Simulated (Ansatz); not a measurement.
# CdGeAs2: what the fields show

```xyz
16
Lattice="6.0483 0.0000 0.0000 0.0000 6.0483 0.0000 0.0000 0.0000 11.4840" Properties=species:S:1:pos:R:3 pbc="T T T"
Cd    3.0242    0.0000    2.8710
Cd    0.0000    3.0242    8.6130
Cd    0.0000    0.0000    5.7420
Cd    3.0242    3.0242    0.0000
Ge    0.0000    0.0000    0.0000
Ge    3.0242    3.0242    5.7420
Ge    0.0000    3.0242    2.8710
Ge    3.0242    0.0000    8.6130
As    1.3504    4.5363    1.4355
As    4.3745    1.5121    7.1775
As    1.5121    1.6738    4.3065
As    4.5363    4.6980   10.0485
As    4.6980    1.5121    1.4355
As    1.6738    4.5363    7.1775
As    1.5121    1.3504   10.0485
As    4.5363    4.3745    4.3065
```

Space group I-42d; a structure from a database of computed crystals, not necessarily the ambient phase.

The calculation used DFT PBE, scalar-relativistic, plane waves, PAW in Ansatz 0.2.0.

The density is the valence pseudo-density of a PAW calculation; it isn't the true density close to the nuclei.

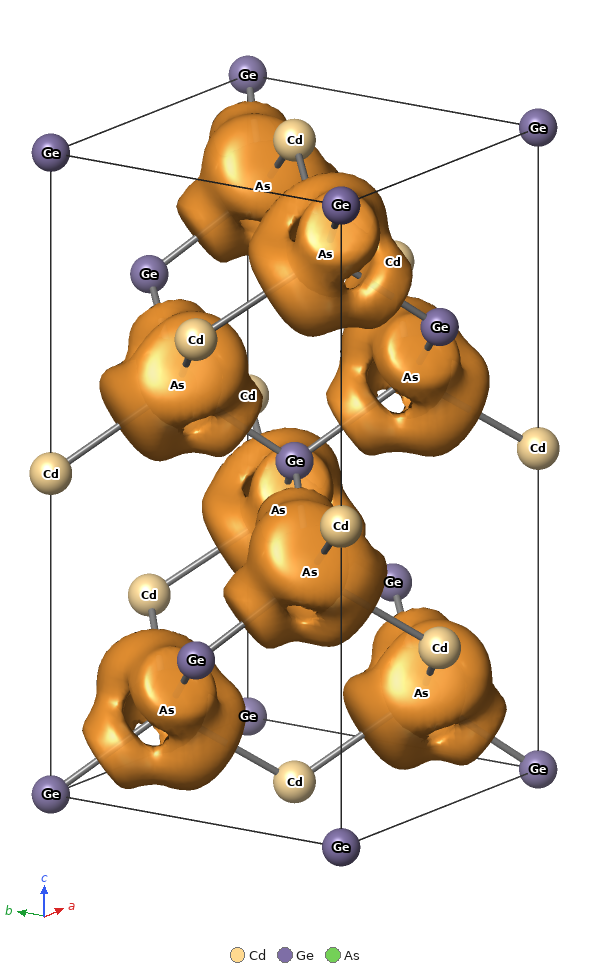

Figure 1. Isosurface of the ELF at 0.6 (orange), seen at an oblique angle. Only the valence region is drawn (cores and ρ < 0.01 e/Å³ removed). Sticks mark near contacts.

### Describe the localisation domains.

The ELF exceeds this value in eight regions on As in which the atom's valence shell and bonds are merged, counted in one cell of 16 atoms. Any copies at cell faces, edges or corners count once.


Ge–As (2.48 Å): the ELF peaks at about 0.75 between the atoms: a covalent bond. Cd–As (2.67 Å): the ELF is about 0.40 at the midpoint and 0.15 at its lowest between the atoms.

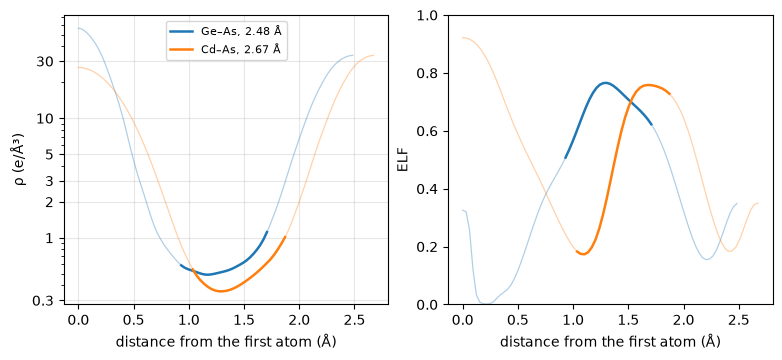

Figure 2. Valence charge density (pseudo) and electron localisation function along straight lines between neighbouring atoms. Thin, pale parts lie inside the atomic spheres.

### What can be read from the curves?

Ge–As (2.48 Å): the density is about 0.5 e/Å³ at the midpoint; the ELF peaks at about 0.75 between the atoms, as expected for a shared electron pair.
Cd–As (2.67 Å): ρ is about 0.36 e/Å³ halfway; the ELF is about 0.40 at the midpoint and 0.15 at its lowest between the atoms.
